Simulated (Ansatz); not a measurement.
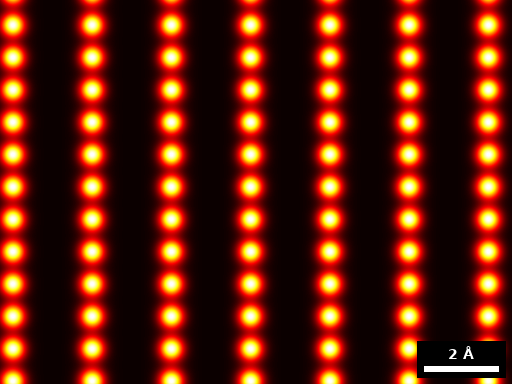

HAADF-like image of Ru (Im-3m, No. 229) along [211]. The image is simulated as a sum over atoms of Z^1.8, blurred by a 0.51 Å probe (no channelling). The probe carries 15 % of its weight in a tail 2.5 times as wide. Structure used: the geometry relaxed with Ansatz, DFT, r2SCAN, plane waves (500 eV) with PAW, scalar-relativistic; the starting structure was generated, so it need not be a known form of this composition.

> What can be read from this image?

The columns repeat on a rectangular net of 0.88 × 2.17 Å (plane group p2mm). All columns are alike (Ru). The shortest distance between visible columns is 0.88 Å in projection. Along the beam the structure repeats every 7.51 Å.
